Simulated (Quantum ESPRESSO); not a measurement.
# MgO: single-point calculation

MgO (2 atoms in the cell), computed with Kohn-Sham DFT of a periodic cell, PBE, SSSP 1.3 efficiency PBE, no spin polarisation (Quantum ESPRESSO 7.5).

The structure derives from a Materials Project entry.

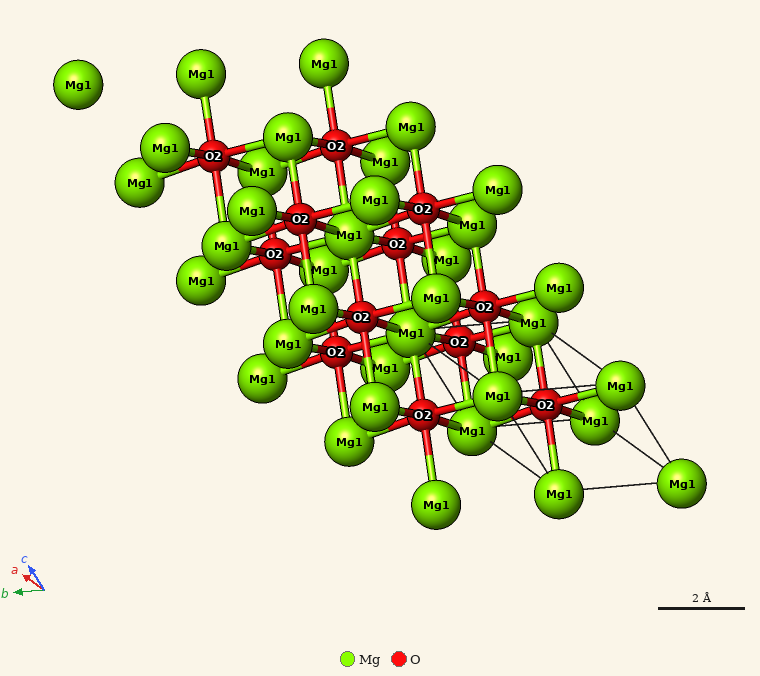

*The input geometry (ball-and-stick view of the cell of the calculation, repeated 2 × 2 × 3, seen at an oblique angle; atoms are numbered from 1 in the order of the input).*

Near neighbours in the crystal (not all of them lie inside the picture): Mg has 6 O at 2.01 to 2.18 Å; O has 6 Mg at 2.01 to 2.18 Å.

Input
```
&CONTROL
  calculation = 'scf'
  prefix = 'pwscf'
  outdir = './tmp'
  pseudo_dir = './pseudo'
  tprnfor = .true.
  tstress = .true.
  disk_io = 'nowf'
/
&SYSTEM
  ibrav = 0
  nat = 2
  ntyp = 2
  ecutwfc = 55
  ecutrho = 440
  nbnd = 9
  occupations = 'smearing'
  smearing = 'fd'
  degauss = 0.00367493
/
&ELECTRONS
  conv_thr = 4d-10
  electron_maxstep = 120
  mixing_beta = 0.5
/
ATOMIC_SPECIES
Mg    24.3050 Mg.pbe-n-kjpaw_psl.0.3.0.UPF
O     15.9990 O.pbe-n-kjpaw_psl.0.1.UPF
CELL_PARAMETERS angstrom
   0.0000000000    2.0970013927    2.0970013927
   2.0970013927    0.0000000000    2.0970013927
   2.0970013927    2.0970013927    0.0000000000
ATOMIC_POSITIONS crystal
Mg    -0.0164450000    0.0205070000   -0.0158170000
O      0.5022520000    0.4969790000    0.5069060000
K_POINTS automatic
11 11 11 0 0 0
```

Command:
```bash
OMP_NUM_THREADS=1 pw.x -in pw.in > pw.out
```

What the program printed
```
This program is part of the open-source Quantum ESPRESSO suite
     for quantum simulation of materials; please cite
         "P. Giannozzi et al., J. Phys.:Condens. Matter 21 395502 (2009);
         "P. Giannozzi et al., J. Phys.:Condens. Matter 29 465901 (2017);
         "P. Giannozzi et al., J. Chem. Phys. 152 154105 (2020);
          URL
     in publications or presentations arising from this work. More details at

     file Mg.pbe-n-kjpaw_psl.0.3.0.UPF: wavefunction(s)  3S renormalized
     file O.pbe-n-kjpaw_psl.0.1.UPF: wavefunction(s)  2P renormalized

     G-vector sticks info
     --------------------
     sticks:   dense  smooth     PW     G-vecs:    dense   smooth      PW
     Sum         955     475    151                19579     6855    1243

     Using Slab Decomposition

     bravais-lattice index     =            0
     lattice parameter (alat)  =       5.6042  a.u.
     unit-cell volume          =     124.4580 (a.u.)^3
     number of atoms/cell      =            2
     number of atomic types    =            2
     number of electrons       =         8.00
     number of Kohn-Sham states=            9
     kinetic-energy cutoff     =      55.0000  Ry
     charge density cutoff     =     440.0000  Ry
     scf convergence threshold =      4.0E-10
     mixing beta               =       0.5000
     number of iterations used =            8  plain     mixing
     Exchange-correlation= SLA  PW   PBX  PBC
                           (   1   4   3   4   0   0   0)

     celldm(1)=   5.604187  celldm(2)=   0.000000  celldm(3)=   0.000000
     celldm(4)=   0.000000  celldm(5)=   0.000000  celldm(6)=   0.000000

     crystal axes: (cart. coord. in units of alat)
               a(1) = (   0.000000   0.707107   0.707107 )
               a(2) = (   0.707107   0.000000   0.707107 )
               a(3) = (   0.707107   0.707107   0.000000 )

     reciprocal axes: (cart. coord. in units 2 pi/alat)
               b(1) = ( -0.707107  0.707107  0.707107 )
               b(2) = (  0.707107 -0.707107  0.707107 )
               b(3) = (  0.707107  0.707107 -0.707107 )

     PseudoPot. # 1 for Mg read from file:
     Mg.pbe-n-kjpaw_psl.0.3.0.UPF
     Pseudo is Projector augmented-wave + core cor, Zval =  2.0
     Generated using "atomic" code by A. Dal Corso  v.5.0.99 svn rev. 10869
     Shape of augmentation charge: PSQ
     Using radial grid of 1129 points,  4 beta functions with:
                l(1) =   0
                l(2) =   0
                l(3) =   1
                l(4) =   1
     Q(r) pseudized with 0 coefficients

     PseudoPot. # 2 for O  read from file:
     O.pbe-n-kjpaw_psl.0.1.UPF
     Pseudo is Projector augmented-wave + core cor, Zval =  6.0
     Generated using "atomic" code by A. Dal Corso  v.5.0.99 svn rev. 10869
     Shape of augmentation charge: BESSEL
     Using radial grid of 1095 points,  4 beta functions with:
                l(1) =   0
                l(2) =   0
                l(3) =   1
                l(4) =   1
     Q(r) pseudized with 0 coefficients

     atomic species   valence    mass     pseudopotential
     Mg                2.00    24.30500     Mg( 1.00)
     O                 6.00    15.99900     O ( 1.00)

     No symmetry found

   Cartesian axes

     site n.     atom                  positions (alat units)
         1        Mg     tau(   1) = (   0.0033163  -0.0228127   0.0028723  )
         2        O      tau(   2) = (   0.7098539   0.7135825   0.7065630  )

     number of k points=   666  Fermi-Dirac smearing, width (Ry)=  0.0037

     Number of k-points >= 100: set verbosity='high' to print them.

     Dense  grid:    19579 G-vectors     FFT dimensions: (  40,  40,  40)

     Smooth grid:     6855 G-vectors     FFT dimensions: (  27,  27,  27)

     Initial potential from superposition of free atoms

     starting charge       7.9991, renormalised to       8.0000
     Starting wfcs are    8 randomized atomic wfcs +    1 random wfcs

     Self-consistent Calculation

     iteration #  1     ecut=    55.00 Ry     beta= 0.50
     Davidson diagonalization with overlap
     ethr =  1.00E-02,  avg # of iterations =  5.2

     total energy              =     -75.41290376 Ry
     estimated scf accuracy    <       0.37635472 Ry

     iteration #  2     ecut=    55.00 Ry     beta= 0.50
     Davidson diagonalization with overlap
     ethr =  4.70E-03,  avg # of iterations =  1.9

     total energy              =     -75.52104230 Ry
     estimated scf accuracy    <       0.06882994 Ry

     iteration #  3     ecut=    55.00 Ry     beta= 0.50
     Davidson diagonalization with overlap
     ethr =  8.60E-04,  avg # of iterations =  1.2

     total energy              =     -75.53371984 Ry
     estimated scf accuracy    <       0.00335429 Ry

     iteration #  4     ecut=    55.00 Ry     beta= 0.50
     Davidson diagonalization with overlap
     ethr =  4.19E-05,  avg # of iterations =  5.0

     total energy              =     -75.53449313 Ry
     estimated scf accuracy    <       0.00019634 Ry

     iteration #  5     ecut=    55.00 Ry     beta= 0.50
     Davidson diagonalization with overlap
     c_bands:  1 eigenvalues not converged
     ethr =  2.45E-06,  avg # of iterations =  3.5

     total energy              =     -75.53459536 Ry
     estimated scf accuracy    <       0.00000097 Ry

     iteration #  6     ecut=    55.00 Ry     beta= 0.50
     Davidson diagonalization with overlap
     ethr =  1.21E-08,  avg # of iterations =  4.0

     total energy              =     -75.53459801 Ry
     estimated scf accuracy    <       0.00000033 Ry

     iteration #  7     ecut=    55.00 Ry     beta= 0.50
     Davidson diagonalization with overlap
     ethr =  4.10E-09,  avg # of iterations =  1.9

     total energy              =     -75.53459811 Ry
     estimated scf accuracy    <       0.00000001 Ry

     iteration #  8     ecut=    55.00 Ry     beta= 0.50
     Davidson diagonalization with overlap
     ethr =  1.69E-10,  avg # of iterations =  4.9

     End of self-consistent calculation

     Number of k-points >= 100: set verbosity='high' to print the bands.

     the Fermi energy is     7.9748 ev

!    total energy              =     -75.53459814 Ry
     total all-electron energy =      -551.435699 Ry
     estimated scf accuracy    <          3.3E-10 Ry
     smearing contrib. (-TS)   =       0.00000000 Ry
     internal energy E=F+TS    =     -75.53459814 Ry

     The total energy is F=E-TS. E is the sum of the following terms:
     one-electron contribution =      -9.13210341 Ry
     hartree contribution      =      10.18418770 Ry
     xc contribution           =      -9.35384926 Ry
     ewald contribution        =     -26.42858342 Ry
     one-center paw contrib.   =     -40.80424974 Ry

     convergence has been achieved in   8 iterations

     Forces acting on atoms (cartesian axes, Ry/au):

     atom    1 type  1   force =    -0.00037691    0.02109057   -0.00226487
     atom    2 type  2   force =     0.00037691   -0.02109057    0.00226487

     Total force =     0.030003     Total SCF correction =     0.000030

     Computing stress (Cartesian axis) and pressure

          total   stress  (Ry/bohr**3)                   (kbar)     P=       71.47
   0.00041738   0.00000072  -0.00000008           61.40        0.11       -0.01
   0.00000072   0.00062007   0.00000431            0.11       91.22        0.63
  -0.00000008   0.00000431   0.00042002           -0.01        0.63       61.79

=------------------------------------------------------------------------------=
   JOB DONE.
=------------------------------------------------------------------------------=
```

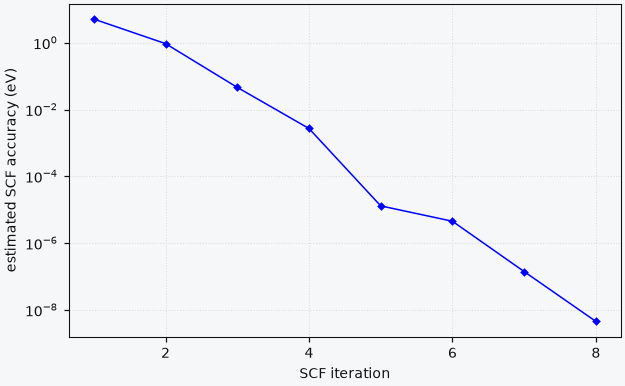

*Convergence of the self-consistent field: estimated SCF accuracy against the iteration.*

The field takes 8 iterations in all.

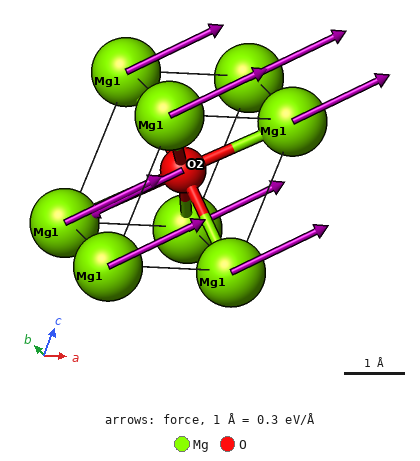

*Forces on the atoms as pink arrows (ball-and-stick view of the cell of the calculation, seen at an oblique angle; atoms are numbered from 1 in the order of the input).*

The largest act on Mg1 (0.55 eV/Å); O2 (0.55 eV/Å). The geometry is not a stationary point of this energy.

Key numbers

```csv
quantity,value
outcome,converged
space group (tolerance 0.01 Å),Cm (8)
electrons treated,8
free energy,−1027.7006 eV
Fermi energy,7.975 eV
gap on the k-point mesh,4.85 eV
pressure,7.15 GPa
largest force (length of the vector),0.545 eV/Å
hardware,"1 thread of Arm Neoverse V2, 128 GiB of memory available, shared host"
wall time,67 s
peak memory,0.12 GiB
```

Notes

The cell is under a pressure of 7.1 GPa at this level, so it is not at its equilibrium volume.
